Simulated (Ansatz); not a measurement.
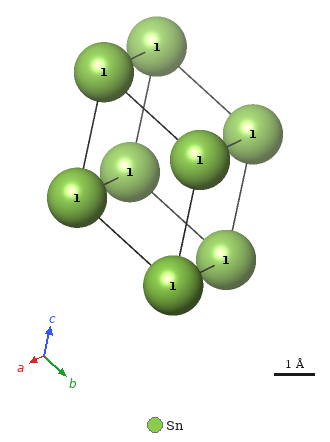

Figure 1. The structure (spheres-only view of the cell of the calculation, seen slightly off an axis; atoms are numbered from 1 in the order of the input). An atom can appear more than once, as a periodic image.

# Single-point calculation of Sn

- system: Sn (Immm, 1 atom in the cell)
- method: DFT PBEsol, scalar-relativistic, plane waves, PAW, no spin polarisation (Ansatz 0.2.0)

The structure derives from a Materials Project entry. It belongs to a series of runs on one base structure; here: strain -0.050 along x and y, +0.050 along z, atoms carried along. Figures and captions count atoms from 1; the log counts them from 0 in places.

**What the program printed**
```
Engine: ansatz 0.2.0, aarch64-unknown-linux-gnu
Pseudopotentials: kind: paw
Pseudopotential: Sn, paw, valence charge 14, recommended cutoff 420 eV (normal), Sn.paw.azcp
Functional definition: PBEsol
  exchange = pbesol_x
  correlation = pbesol_c
Crystal: 1 atoms, lattice volume = 27.171 Å³
Basis set: ecut = 420 eV, 533 PW (Γ), exchange–correlation on 48×48×48 points (8 copies of the dense FFT grid, shifted against one another)
Bands: 11, of which v1, the nominal top of the filled ones, is band 7 counted from 1 (6 counted from 0)
Symmetry: 8 space group operations
Space group: Immm (ITA 71), of the structure as read, at distance tolerance 3.0e-5 Å
k-points: 1166 of 8000
Non-local potential: Sn, projectors of the file, l = 0: 2, l = 1: 2, l = 2: 2, l = 3: 2
PAW form: soft (Blöchl's): semilocal exchange-correlation on the pseudo side does not see the compensation charge
PAW frozen core: Sn, regenerated for the run's functional, and the local potential with it (the file was generated under x = pbe(κ = 0.804, μ = 0.2195149727645171), c = pbe(β = 0.06672455060314922))
PAW one-centre angular grid: Sn, 590 points (default); XC on 64 Gauss nodes
Initial density: superposition of atomic densities (neutral atoms: chi_scale 0, normalization atom), corrected by the library's trained network
Initial wavefunctions: pseudopotential atomic-orbital guess
Functional: x = pbesol(κ = 0.804, μ = 0.12345679012345678), c = pbesol(β = 0.046)
SCF iter   1: F=—  HF=-5949.755733 eV  |F-HF|=—  |Δ(HF+E_count)|=         —  Δρ=2.61e-3  dr2=9.86e-4  ethr=1.77e-3  ⟨swp⟩=5.0  Hψ=75249  notcnv=0
preconditioner: auto → none  [metal: Δε(μ)=0.011 eV  Ē_g=22.981 eV  σ=0.150 eV  W_gap=0.04  n_scr=8 (ndim 8)  ℏωp=26.7 eV  f_vac=0.000  D(μ)=0.52/eV (n_scr^D=0)  sad-step TF]
SCF iter   2: F=—  HF=-5949.754747 eV  |F-HF|=—  |Δ(HF+E_count)|=   9.86e-4  Δρ=1.48e-3  dr2=3.42e-4  ethr=7.04e-6  ⟨swp⟩=1.8  Hψ=23144  notcnv=0
SCF iter   3: F=—  HF=-5949.754644 eV  |F-HF|=—  |Δ(HF+E_count)|=   1.03e-4  Δρ=5.26e-4  dr2=5.69e-5  ethr=2.44e-6  ⟨swp⟩=2.0  Hψ=20767  notcnv=0
SCF iter   4: F=—  HF=-5949.754595 eV  |F-HF|=—  |Δ(HF+E_count)|=   4.82e-5  Δρ=1.11e-4  dr2=2.54e-6  ethr=4.06e-7  ⟨swp⟩=2.0  Hψ=20455  notcnv=0
iter 5 did not close the SCF: its close was put off for the readings that it lacked (scf_convergence_deferred on its scf_iter line)
SCF iter   5: F=-5949.754593 eV  HF=-5949.754593 eV  |F-HF|=1.37e-8  |Δ(HF+E_count)|=   2.53e-6  Δρ=7.58e-6  dr2=7.79e-9  ethr=1.81e-8  ⟨swp⟩=2.0  Hψ=20769  notcnv=0
SCF iter   6: F=-5949.754593 eV  HF=-5949.754593 eV  |F-HF|=4.18e-9  |Δ(HF+E_count)|=   5.15e-9  Δρ=3.46e-6  dr2=2.95e-9  ethr=5.57e-11  ⟨swp⟩=6.0  Hψ=68807  notcnv=0
SCF 1 converged in 6 iterations: F = -5949.754593 eV  dr2 = 2.95e-9
  greatest PAW one-centre occupation: 0.992 electrons in one spin orbital (limit 2), on the Sn atom at site 0 (counted from 0), in its partial waves of l = 2
```

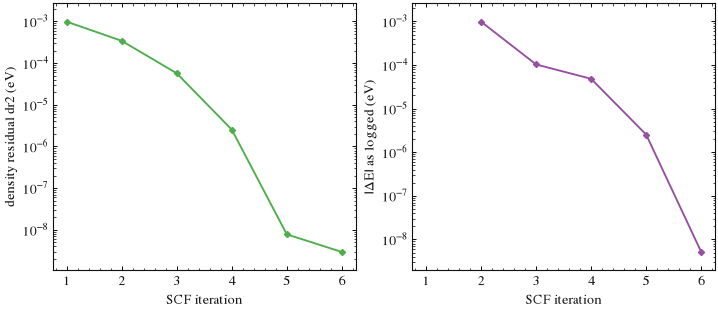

Figure 2. Convergence of the self-consistent field: density residual dr2 and size of the energy change against the SCF iteration. The residual falls at every step.

```
SCF converged after 6 iterations
Free energy (F): -5949.754593 eV
Harris-Foulkes:  -5949.754593 eV  (|F-HF|=4.18e-9)
Internal energy: -5949.748789 eV  (E = F + TS)
E sigma→0 (E₀):  -5949.751691 eV
Entropy (-TS):   -0.005804 eV (-5.804 meV/atom)
Fermi energy:    10.772471 eV
--- Per-component energies (eV) ---
  E_band       = -81.983748
  E_kinetic    = 186.342986
  E_local      = -825.401367  (includes V_loc(G=0)·N_el)
  E_nonlocal   = -30.947682
  E_hartree    = 518.526565
  E_xc         = -379.748915
  E_vxc        = -97.369878  (∫ρ·V_xc dr)
  E_paw        = -4063.225893  (= ΣΔE_a)
  E_vpaw       = -351.663437  (= ΣTr[D̂ρ^β])
  E_aug_tail   = -0.000000  (compensation charges beyond the density's cutoff)
  E_ewald      = -1355.579322
  E_core_change = 0.284840  (= ΣΔE_core)
  E_smearing   = -0.005804  (= −TS)
  E_closure    = 0.000000  (closes the sum)
  Σ components = -5949.754593   (vs F -5949.754593, Δ=0.00e0)
--- Forces (eV/Å), atoms counted from 1 ---
  atom   1  Sn     0.00000000     0.00000000     0.00000000
  max |Σ_I F_I| component: 0.00e0 eV/Å
--- Stress (GPa, compression-positive) ---
       -0.806362       0.000000       0.000000
        0.000000      -1.781673       0.000000
        0.000000       0.000000      -1.314415
  P = ⅓ Tr σ = -1.3008 GPa (-13.008 kbar)
--- Band table (eV; the first three rows and the last of 1166) ---
  k-point 0: bands = ["-10.7434", "-10.7179", "-10.7021", "-10.6569", "-10.6259", "-0.3987", "18.0884", "18.4364", "18.7773", "21.4346", "22.2968"]
  k-point 1: bands = ["-10.7383", "-10.7175", "-10.7012", "-10.6558", "-10.6275", "-0.3280", "17.7581", "18.0658", "18.4125", "20.8113", "22.8613"]
  k-point 2: bands = ["-10.7236", "-10.7208", "-10.6941", "-10.6540", "-10.6308", "-0.1158", "16.9856", "17.2552", "17.5965", "19.9171", "23.5353"]
  k-point 1165: bands = ["-10.8205", "-10.7505", "-10.5676", "-10.5492", "-10.5473", "5.4170", "6.8799", "12.8296", "13.5529", "16.3348", "17.0926"]
```

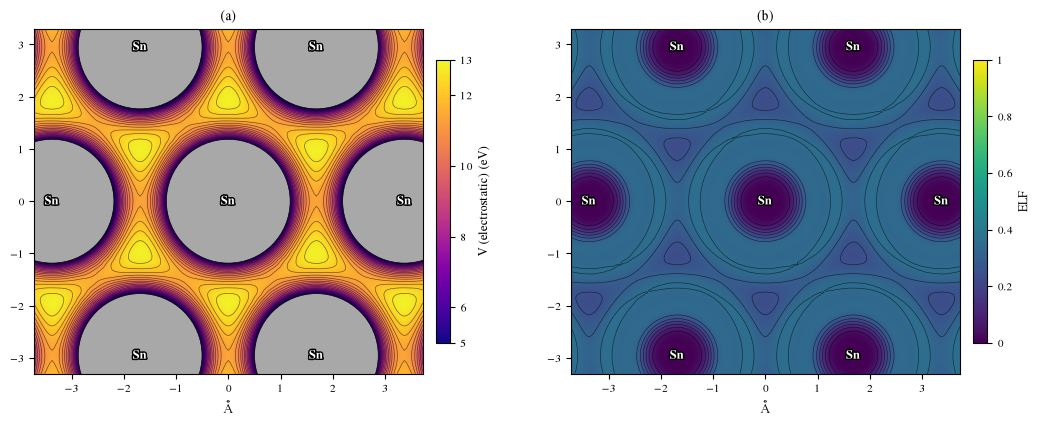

Figure 3. (a) electrostatic potential (local pseudopotential plus Hartree) felt by an electron; (b) electron localisation function on the (101̄) plane of the conventional cell. Grey discs, where drawn, cover atomic cores. Atoms in the plane: Sn. Sn–Sn (3.37 Å): the ELF is about 0.30 at the midpoint; no localised pair between them. Outside the cores the potential energy rises away from the atoms and is highest about 2.0 Å from the nearest atoms; outside the discs it spans about 8 eV, and its zero is arbitrary. The fields are those of the smooth PAW valence density.

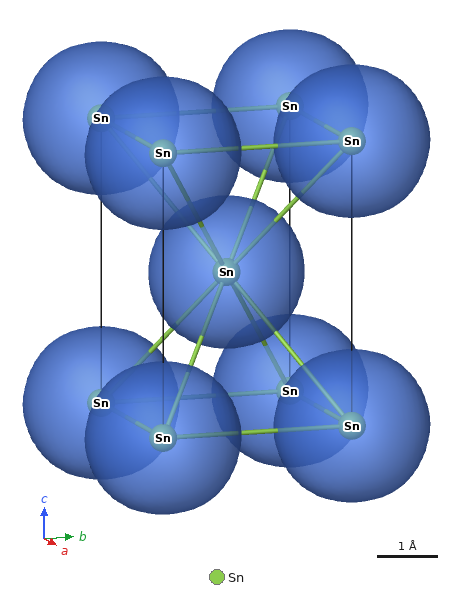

Figure 4. Isosurface of the valence pseudo-density at 0.2 e/Å³ (blue), seen slightly off an axis. Sticks mark near contacts. The outline is the cell set on symmetry axes. At this value the density breaks into separate islands; it holds about 85 % of the electrons treated as valence (semicore included). It is pinched off along the Sn–Sn (3.28 Å) and Sn–Sn (3.37 Å) contacts. On the grid the lowest density along these lines, outside the cores, is 0.16 e/Å³ (Sn–Sn, 3.28 Å) and 0.14 e/Å³ (Sn–Sn, 3.37 Å).

This output came from the following input.

**The input**
```yaml
crystal:
  lattice:
    - [-1.64021205, 1.68676965, 2.4552591]
    - [1.64021205, -1.68676965, 2.4552591]
    - [1.64021205, 1.68676965, -2.4552591]
  atoms:
    - { symbol: Sn, position: [0.0, 0.0, 0.0] }
basis:
  ecutwfc: 420
kpoints:
  mp_grid: { grid: [20, 20, 20] }
hamiltonian:
  xc: pbesol
scf:
  occupations: { method: gaussian, width: 0.15 }
output:
  forces: true
  stress: true
  eigenvalues: true
  write_density: true
  write_potential: true
  elf: true
  volumetric_format: npy
```

Launched with:
```bash
ansatz run input.yaml --threads 1 --pin off --max-ram 2560MiB --backend cpu --events-out ev --progress --plain --runs-dir out
```

**Key numbers**

```tsv
quantity	value
outcome	converged
space group (tolerance 0.01 Å)	Immm (71)
electrons treated	14
free energy	−5949.7546 eV
Fermi energy	10.772 eV
gap on the k-point mesh	none (metallic)
pressure	−1.30 GPa
largest force (length of the vector)	under 0.001 eV/Å
hardware	1 thread of Arm Neoverse V1, 24 GiB of memory available, shared host
wall time	27 s
peak memory	0.58 GiB
```
